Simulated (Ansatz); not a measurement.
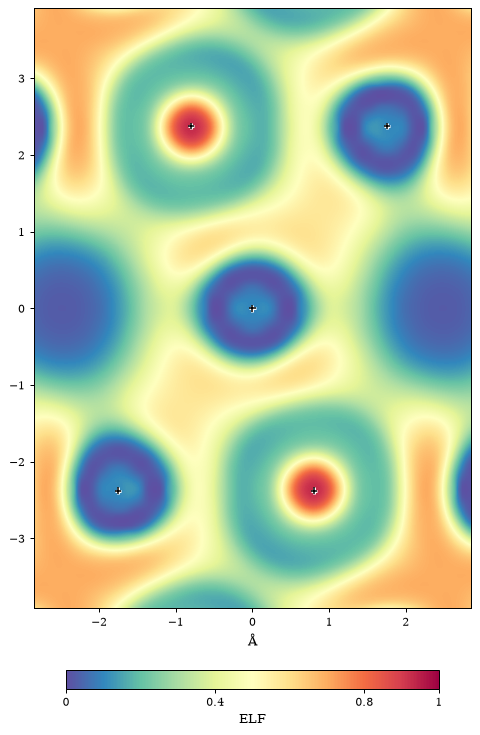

The ELF on a plane through atoms (crosses mark nuclei in the plane).

Level of theory: DFT r2SCAN, scalar-relativistic, plane waves, PAW (Ansatz).

Candidates:
A. Al₃Cu₂, a = 4.11 Å, b = 4.11 Å, c = 5.00 Å, α = 90.00°, β = 90.00°, γ = 120.00°. Space group P-3m1; a structure from a database of computed crystals, not necessarily the ambient phase; computed without spin polarisation.
B. ScAl₂, a = 7.58 Å, b = 7.58 Å, c = 7.58 Å, α = 90.00°, β = 90.00°, γ = 90.00°. Space group Fd-3m; a structure from a database of computed crystals, not necessarily the ambient phase.

Q: Which system is this?

A: Candidate A: Al₃Cu₂ on the (110) plane of the conventional cell, which holds Al and Cu. Al–Cu (2.51 Å): the ELF is about 0.45 at the midpoint. Al–Cu (2.55 Å): the ELF is about 0.35 at the midpoint.
